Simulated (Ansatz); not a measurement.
## Residual resistivity of an alloy: Cu(111) with 4 layers of random Cu-Zn, 2x2

Wanted: resistance against the alloy's length, first Cu(111) with 4 layers of random Cu-Zn, 2x2.

Program: Ansatz 0.2.0. Level of theory: Ansatz plane-wave DFT, PBE, PAW files; ballistic transport by layer matching (Landauer), zero bias; PAW set soft_1. Results are calculated unless marked as measured.

### Step 1. The starting structure

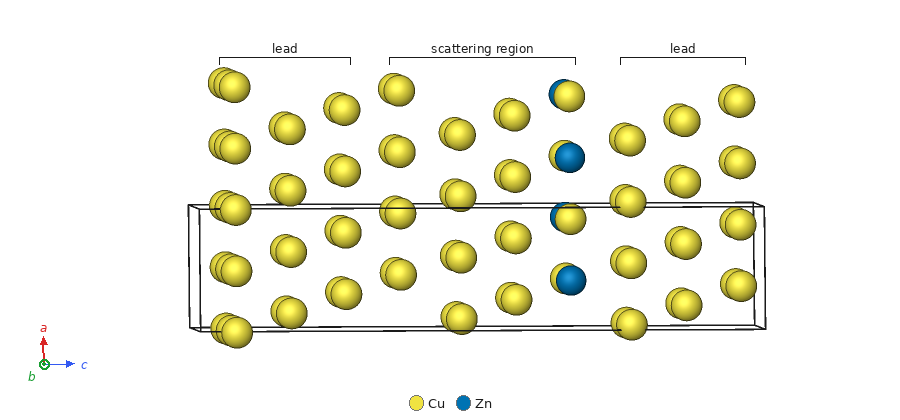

The cell as given, from the side, with the c axis across the page (copper yellow, zinc blue). 2×1×1 cells are drawn. Some periodic images of atoms are drawn too.

The cell holds 40 atoms: 38 Cu and 2 Zn. Cell: a = 5.112 Å, b = 5.112 Å, c = 20.923 Å, α = 93.5°, β = 86.5°, γ = 120.0°. It derives from Cu. Regions: lead, 24 atoms (24 Cu); scattering region, 16 atoms (14 Cu and 2 Zn). The structure is stacked along c, and the current runs across the ab planes.

### Step 2. With 4 alloy layers

In 4 layers a share of 0.125 of the sites is given to Zn at random. The layers about the cell's end stay perfect and serve as the lead. Energies from -0.05 to 0.05 eV in steps of 0.05 eV are too few for the program's thermal sum, so it prints no conductance; for a metal the transmission near the Fermi level serves, at a fraction of the cost.

The input, input.yaml:

```yaml
crystal:
  lattice:
    - [5.1123254594, 0.0, 0.0]
    - [-2.5561627297, 4.4274037203, 0.0]
    - [1.2780813649, -0.73790062, 20.8709812911]
  atoms:
    - { symbol: Cu, position: [0.9916666667, 0.0083333333, 0.05] }
    - { symbol: Cu, position: [0.9916666667, 0.5083333333, 0.05] }
    - { symbol: Cu, position: [0.4916666667, 0.0083333333, 0.05] }
    - { symbol: Cu, position: [0.4916666667, 0.5083333333, 0.05] }
    - { symbol: Cu, position: [0.1416666667, 0.3583333333, 0.15] }
    - { symbol: Cu, position: [0.1416666667, 0.8583333333, 0.15] }
    - { symbol: Cu, position: [0.6416666667, 0.3583333333, 0.15] }
    - { symbol: Cu, position: [0.6416666667, 0.8583333333, 0.15] }
    - { symbol: Cu, position: [0.2916666667, 0.2083333333, 0.25] }
    - { symbol: Cu, position: [0.2916666667, 0.7083333333, 0.25] }
    - { symbol: Cu, position: [0.7916666667, 0.2083333333, 0.25] }
    - { symbol: Cu, position: [0.7916666667, 0.7083333333, 0.25] }
    - { symbol: Cu, position: [0.9416666667, 0.0583333333, 0.35] }
    - { symbol: Cu, position: [0.9416666667, 0.5583333333, 0.35] }
    - { symbol: Cu, position: [0.4416666667, 0.0583333333, 0.35] }
    - { symbol: Cu, position: [0.4416666667, 0.5583333333, 0.35] }
    - { symbol: Cu, position: [0.0916666667, 0.4083333333, 0.45] }
    - { symbol: Cu, position: [0.0916666667, 0.9083333333, 0.45] }
    - { symbol: Cu, position: [0.5916666667, 0.4083333333, 0.45] }
    - { symbol: Cu, position: [0.5916666667, 0.9083333333, 0.45] }
    - { symbol: Cu, position: [0.2416666667, 0.2583333333, 0.55] }
    - { symbol: Cu, position: [0.2416666667, 0.7583333333, 0.55] }
    - { symbol: Cu, position: [0.7416666667, 0.2583333333, 0.55] }
    - { symbol: Cu, position: [0.7416666667, 0.7583333333, 0.55] }
    - { symbol: Zn, position: [0.8916666667, 0.1083333333, 0.65] }
    - { symbol: Cu, position: [0.8916666667, 0.6083333333, 0.65] }
    - { symbol: Cu, position: [0.3916666667, 0.1083333333, 0.65] }
    - { symbol: Zn, position: [0.3916666667, 0.6083333333, 0.65] }
    - { symbol: Cu, position: [0.0416666667, 0.4583333333, 0.75] }
    - { symbol: Cu, position: [0.0416666667, 0.9583333333, 0.75] }
    - { symbol: Cu, position: [0.5416666667, 0.4583333333, 0.75] }
    - { symbol: Cu, position: [0.5416666667, 0.9583333333, 0.75] }
    - { symbol: Cu, position: [0.1916666667, 0.3083333333, 0.85] }
    - { symbol: Cu, position: [0.1916666667, 0.8083333333, 0.85] }
    - { symbol: Cu, position: [0.6916666667, 0.3083333333, 0.85] }
    - { symbol: Cu, position: [0.6916666667, 0.8083333333, 0.85] }
    - { symbol: Cu, position: [0.8416666667, 0.1583333333, 0.95] }
    - { symbol: Cu, position: [0.8416666667, 0.6583333333, 0.95] }
    - { symbol: Cu, position: [0.3416666667, 0.1583333333, 0.95] }
    - { symbol: Cu, position: [0.3416666667, 0.6583333333, 0.95] }
kpoints:
  mp_grid: { grid: [5, 5, 1] }
hamiltonian:
  xc: pbe
  pseudopotentials: { kind: paw, azcp: { folder: soft_1 } }
scf:
  occupations: { method: fermi_dirac, width: 0.1 }
output:
  transmission:
    leads: [[0, 4]]
    kmesh: [10, 10]
    e_range: [-0.05, 0.05]
    de: 0.05
  write_potential: true
  write_density: true
  volumetric_format: npy
```

The run is started by

```
ansatz run input.yaml --threads 4 --pin off --max-ram 15360MiB --backend cpu --events-out ev --progress --plain --runs-dir out
```

Numbers of over 12 decimals in the logs are rounded to 6 here.

Output:

```text
Engine: ansatz 0.2.0, aarch64-unknown-linux-gnu
Pseudopotentials: kind: paw
Pseudopotential: Cu, paw, valence charge 19, recommended cutoff 420 eV (normal), soft_1/Cu.paw.azcp
Pseudopotential: Zn, paw, valence charge 12, recommended cutoff 420 eV (normal), soft_1/Zn.paw.azcp
Functional definition: PBE
  parameter kappa = 0.804
  parameter beta = 0.066725
  exchange = pbe_x(kappa = kappa, mu = beta*pi^2/3)
  correlation = pbe_c(beta = beta)
Crystal: 40 atoms, lattice volume = 472.401 Å³
Basis set: ecut = 420 eV, 9295 PW (Γ)
Bands: 448, of which v1, the nominal top of the filled ones, is band 373 counted from 1 (372 counted from 0)
Symmetry: 8 space group operations
Space group: P2/m (ITA 10), of the structure as read, at distance tolerance 7.8e-5 Å
k-points: 9 of 25
Non-local potential: Cu, projectors of the file, l = 0: 3, l = 1: 2, l = 2: 3, l = 3: 1
Non-local potential: Zn, projectors of the file, l = 0: 2, l = 1: 2, l = 2: 3, l = 3: 1
PAW form: soft (Blöchl's): semilocal exchange-correlation on the pseudo side does not see the compensation charge
PAW one-centre angular grid: Cu, 590 points (default); XC on 64 Gauss nodes
PAW one-centre angular grid: Zn, 590 points (default); XC on 64 Gauss nodes
Initial density: superposition of atomic densities (chi_scale 0.1, normalization cell, long waves 47 % of neutral atoms (reshape's long-wave potential 1.47 eV rms, cloud 2.54 Å wide))
Initial wavefunctions: pseudopotential atomic-orbital guess
Functional: x = pbe(κ = 0.804, μ = 0.219515), c = pbe(β = 0.066725)
SCF iter   1: F=—  HF=-258438.632667 eV  |F-HF|=—  |Δ(HF+E_count)|=         —  Δρ=2.95e-1  dr2=6.85e2  ethr=3.10e-3  ⟨swp⟩=5.2  Hψ=15409  notcnv=0  defer=33
preconditioner: auto → Kerker (q_TF=auto, 2.944 Å⁻¹)  [metal: Δε(μ)=0.036 eV  Ē_g=9.348 eV  σ=0.100 eV  W_gap=0.09  n_scr=212 (ndim 8)  ℏωp=35.9 eV  f_vac=0.000  D(μ)=24.33/eV (n_scr^D=250)]
SCF iter   2: F=—  HF=-258405.205433 eV  |F-HF|=—  |Δ(HF+E_count)|=    3.34e1  Δρ=9.66e-2  dr2=2.47e2  ethr=3.10e-3  ⟨swp⟩=2.0  Hψ=7695  notcnv=0  defer=454
SCF iter   3: F=—  HF=-258398.030109 eV  |F-HF|=—  |Δ(HF+E_count)|=    7.18e0  Δρ=5.50e-2  dr2=7.81e1  ethr=3.10e-3  ⟨swp⟩=2.6  Hψ=6368  notcnv=0  defer=471
SCF iter   4: F=—  HF=-258395.622974 eV  |F-HF|=—  |Δ(HF+E_count)|=    2.41e0  Δρ=2.09e-2  dr2=3.65e1  ethr=3.10e-3  ⟨swp⟩=2.4  Hψ=5544  notcnv=0  defer=471
SCF iter   5: F=—  HF=-258395.765492 eV  |F-HF|=—  |Δ(HF+E_count)|=   1.43e-1  Δρ=7.47e-3  dr2=8.35e0  ethr=3.10e-3  ⟨swp⟩=2.0  Hψ=4751  notcnv=0  defer=479
SCF iter   6: F=—  HF=-258395.397463 eV  |F-HF|=—  |Δ(HF+E_count)|=   3.68e-1  Δρ=7.95e-3  dr2=1.63e0  ethr=1.12e-3  ⟨swp⟩=2.1  Hψ=4019  notcnv=0  defer=485
SCF iter   7: F=—  HF=-258395.418820 eV  |F-HF|=—  |Δ(HF+E_count)|=   2.14e-2  Δρ=5.74e-3  dr2=5.84e-1  ethr=2.18e-4  ⟨swp⟩=1.1  Hψ=4646  notcnv=0  defer=485
SCF iter   8: F=—  HF=-258395.396065 eV  |F-HF|=—  |Δ(HF+E_count)|=   2.28e-2  Δρ=1.74e-3  dr2=6.33e-2  ethr=7.82e-5  ⟨swp⟩=1.0  Hψ=3544  notcnv=0  defer=485
SCF iter   9: F=—  HF=-258395.396963 eV  |F-HF|=—  |Δ(HF+E_count)|=   8.98e-4  Δρ=6.51e-4  dr2=6.99e-3  ethr=8.49e-6  ⟨swp⟩=1.0  Hψ=3544  notcnv=0  defer=485
SCF iter  10: F=—  HF=-258395.397172 eV  |F-HF|=—  |Δ(HF+E_count)|=   2.09e-4  Δρ=4.40e-4  dr2=2.51e-3  ethr=9.37e-7  ⟨swp⟩=2.0  Hψ=3770  notcnv=0  defer=485
SCF iter  11: F=—  HF=-258395.397121 eV  |F-HF|=—  |Δ(HF+E_count)|=   5.06e-5  Δρ=1.43e-4  dr2=8.98e-5  ethr=3.37e-7  ⟨swp⟩=2.0  Hψ=4294  notcnv=0  defer=485
SCF iter  12: F=—  HF=-258395.396591 eV  |F-HF|=—  |Δ(HF+E_count)|=   5.30e-4  Δρ=5.53e-5  dr2=3.98e-5  ethr=1.20e-8  ⟨swp⟩=2.0  Hψ=5670  notcnv=0  defer=485
SCF iter  13: F=—  HF=-258395.396591 eV  |F-HF|=—  |Δ(HF+E_count)|=   2.80e-8  Δρ=3.11e-5  dr2=1.42e-5  ethr=5.34e-9  ⟨swp⟩=2.1  Hψ=5649  notcnv=0  defer=485
SCF iter  14: F=—  HF=-258395.396590 eV  |F-HF|=—  |Δ(HF+E_count)|=   7.68e-7  Δρ=1.40e-5  dr2=3.93e-6  ethr=1.90e-9  ⟨swp⟩=2.0  Hψ=5245  notcnv=0  defer=485
SCF iter  15: F=—  HF=-258395.396590 eV  |F-HF|=—  |Δ(HF+E_count)|=   2.26e-7  Δρ=5.63e-6  dr2=7.52e-7  ethr=5.27e-10  ⟨swp⟩=2.0  Hψ=5453  notcnv=0  defer=485
SCF iter  16: F=—  HF=-258395.396590 eV  |F-HF|=—  |Δ(HF+E_count)|=   1.09e-7  Δρ=3.91e-6  dr2=3.00e-7  ethr=1.01e-10  ⟨swp⟩=2.6  Hψ=5146  notcnv=0  defer=485
SCF iter  17: F=-258395.396590 eV  HF=-258395.396590 eV  |F-HF|=9.19e-8  |Δ(HF+E_count)|=   7.63e-9  Δρ=2.49e-6  dr2=8.58e-8  ethr=1.34e-11  ⟨swp⟩=7.1  Hψ=16646  notcnv=0
SCF 1 converged in 17 iterations: F = -258395.396590 eV  dr2 = 8.58e-8
  greatest PAW one-centre occupation: 1.000 electrons in one spin orbital (limit 2), on the Cu atom at site 30 (counted from 0), in its partial waves of l = 0
transmission: 99 of 930 steps passed
transmission: 189 of 930 steps passed
[...]
transmission: 930 of 930 steps passed
SCF converged after 17 iterations
Free energy (F): -258395.396590 eV
Harris-Foulkes:  -258395.396590 eV  (|F-HF|=9.19e-8)
Internal energy: -258394.925340 eV  (E = F + TS)
E sigma→0 (E₀):  -258395.160965 eV
Entropy (-TS):   -0.471250 eV (-11.781 meV/atom)
Fermi energy:    16.289393 eV
--- Per-component energies (eV) ---
  E_band       = -13800.660430
  E_kinetic    = 10248.585580
  E_local      = -177259.822209  (includes V_loc(G=0)·N_el)
  E_nonlocal   = 35438.593795
  E_hartree    = 75127.975911
  E_xc         = -2784.055876
  E_vxc        = -3494.834106  (∫ρ·V_xc dr)
  E_paw        = -72751.902091  (= ΣΔE_a)
  E_vpaw       = -28989.195888  (= ΣTr[D̂ρ^β])
  E_aug_tail   = 0.038566  (compensation charges beyond the density's cutoff)
  E_ewald      = -126414.339017
  E_smearing   = -0.471250  (= −TS)
  E_closure    = 0.000000  (closes the sum)
  Σ components = -258395.396590   (vs F -258395.396590, Δ=0.00e0)
--- Band table (eV; the first three rows and the last of 9) ---
  k-point 0: bands = [... 369 lower, 16.2458, 16.3762, 16.4658, 16.5163, 16.6968, 16.7832, 16.9554, 17.0032, ... 71 higher]
  k-point 1: bands = [... 369 lower, 15.8552, 15.8971, 16.0622, 16.2200, 16.2514, 16.2682, 16.3904, 16.5628, ... 71 higher]
  k-point 2: bands = [... 369 lower, 16.0126, 16.0317, 16.0585, 16.1545, 16.2397, 16.3633, 16.4608, 16.6971, ... 71 higher]
  k-point 8: bands = [... 369 lower, 16.0135, 16.0834, 16.0859, 16.1204, 16.3984, 16.4518, 16.4704, 16.5024, ... 71 higher]
--- Transmission ---
  basis      : 199 plane waves across, 30 finite elements along
  points     : 31, standing for a mesh of 10 x 10
  energies   : 3 from -0.050000 to 0.050000 eV about the Fermi level, 0.050000 eV apart; the leads are filled to 0.000000 eV, and channels, transmission and decay are at 0.000000 eV
  crystal 0  : Cu4, at the sites [0, 4], period 2.0871 Å, over 18.78 Å; its Hamiltonian steps by up to 1.7 meV
    offset         : up to 0.0000 Å between an atom of the period and one for which it stands
    channels       : 3.210000e0 a spin
    conductance    : none, the energies end too early or step too widely for 300 K: set another output.transmission.e_range or a lower de, or, where they end at an eighth of basis.ecutwfc, a higher one
  junction   : crystal 0 to crystal 0, 3.48 to 22.26 Å
    transmission   : 3.044500e0 a spin
    conductance    : none, the energies end too early or step too widely for 300 K: set another output.transmission.e_range or a lower de, or, where they end at an eighth of basis.ecutwfc, a higher one
```

It took 4 min on 4 threads of Arm Neoverse V1, shared host; peak memory 4.4 GiB.

The column dr2 measures how far the density is from self-consistency, as an energy; F and HF (Harris–Foulkes) agree once it is small.

Numbers from this step:

| Quantity | Value |
| --- | --- |
| free energy | -258395.3966 eV |
| energy at zero smearing | -258395.1610 eV |
| Fermi energy | 16.29 eV |
| cell area | 22.63 Å² |
| transmission per spin nearest the Fermi level | 3.045 |
| open channels per spin nearest the Fermi level | 3.21 |
| step of the lead's potential | 1.7 meV |

Per spin. The transmission, zone mean by energy, zero at the Fermi level:

| energy (eV) | transmission, zone mean |
| --- | --- |
| -0.0500 | 3.00 |
| 0.0000 | 3.04 |
| 0.0500 | 3.05 |

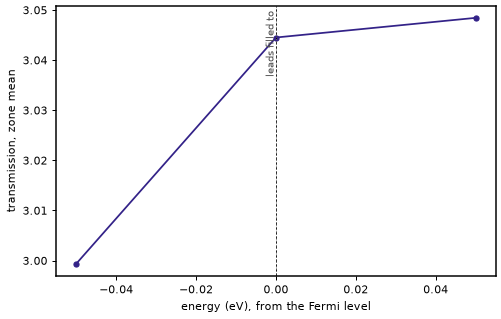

Transmission, zone mean, plotted against energy.

Per spin. The open channels, zone mean, lead stays at 3.21 for energy from -0.05 to 0.05 eV.

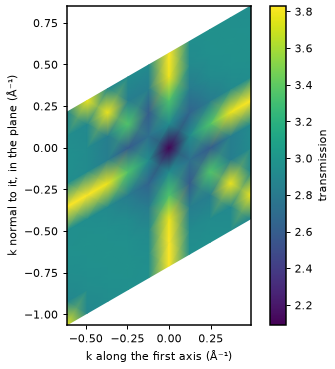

Transmission over k1 and k2. At 0.0000 eV from the Fermi level.

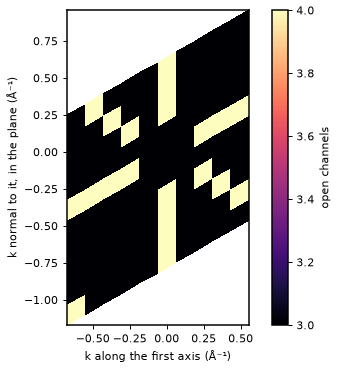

Open channels over k1 and k2. At 0.0000 eV from the Fermi level.

Over the solved energies the transmission per spin lies between 3.00 and 3.05, out of 3.21 channels of the lead on average (up to 3.21).

(Part 1 of 2 ends here.)

[Logs are printed without paths, hosts, clocks, repeated set-up lines and the standing remarks that a program may print on its own settings, such as how far it seeks lower states.]

[Hosts, paths, dates, database ids (printed as entryN), source tags and the programs' standing remarks are cut or masked in the printed files.]
